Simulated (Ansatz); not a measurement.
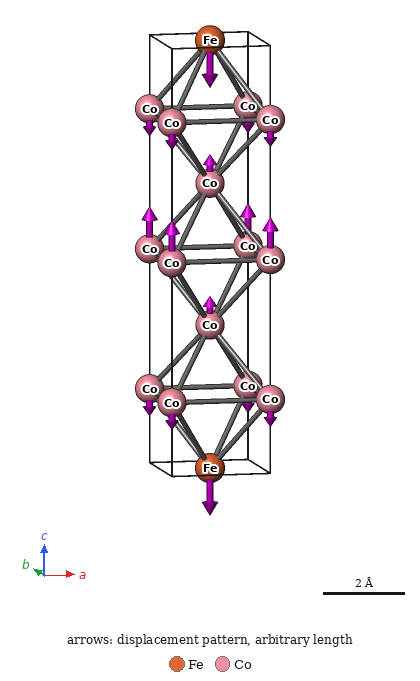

One vibrational mode of solid FeCo₅ (a generated structure) at the zone centre. The purple arrows are the displacements of the atoms (eigenvector over the root of the mass), of arbitrary overall length and sign. Style: ball-and-stick. Shown: the cell of the calculation, slightly off an axis.

The calculation used Ansatz 0.2.0, DFT PBE, scalar-relativistic, plane waves, PAW. (plane-wave cutoff 420 eV; k-point mesh 14 × 14 × 4; occupations gaussian; smearing width 0.2 eV; collinear spin)

The frequencies depend somewhat on the k-mesh and the smearing.

Give the symmetry, activity and frequency of this mode.

Answer. This is the A₂u mode at 164 cm⁻¹, optical level 5 of 10, counted from below, infrared-active by symmetry. The Fe and Co (2g) sublattices move against the Co (1b) and Co (2h) sublattices, along c; the kinetic energy is shared as Co 63 %, Fe 37 %. The crystal is a metal, so free carriers screen the infrared response.
